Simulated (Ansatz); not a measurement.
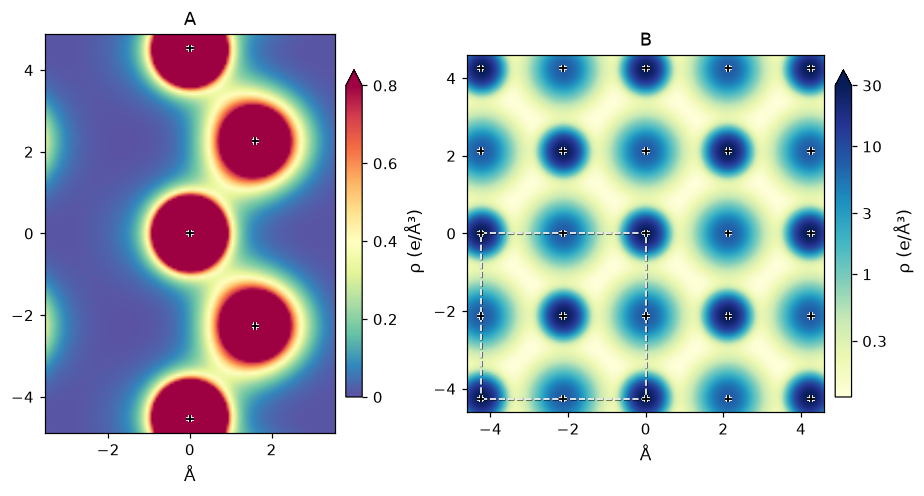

The valence pseudo-density of 2 systems, each on a plane through atoms (crosses mark nuclei in the plane).

Method: DFT PBE, plane waves, PAW in Ansatz.

System 1: CdTe, the (101) plane of the conventional cell. Space group F-43m; computed pressure about 4 GPa in this cell.

System 2: MgO, the (010) plane of the conventional cell. Space group Fm-3m.

```
CELL_PARAMETERS angstrom
4.25371 0.00000 0.00000
0.00000 4.25371 0.00000
0.00000 0.00000 4.25371
ATOMIC_POSITIONS crystal
Mg 0.00000 0.00000 0.00000
Mg 0.50000 0.50000 0.00000
Mg 0.50000 0.00000 0.50000
Mg 0.00000 0.50000 0.50000
O 0.50000 0.00000 0.00000
O 0.00000 0.50000 0.00000
O 0.00000 0.00000 0.50000
O 0.50000 0.50000 0.50000
```

Q: Match each panel to its system.

A: Panel A is system 1, CdTe: the plane holds Cd and Te. Cd–Te (2.78 Å): ρ at the midpoint is about 0.37 e/Å³. Panel B is system 2, MgO: the plane holds Mg and O. Mg–O (2.13 Å): ρ is about 0.32 e/Å³ halfway.
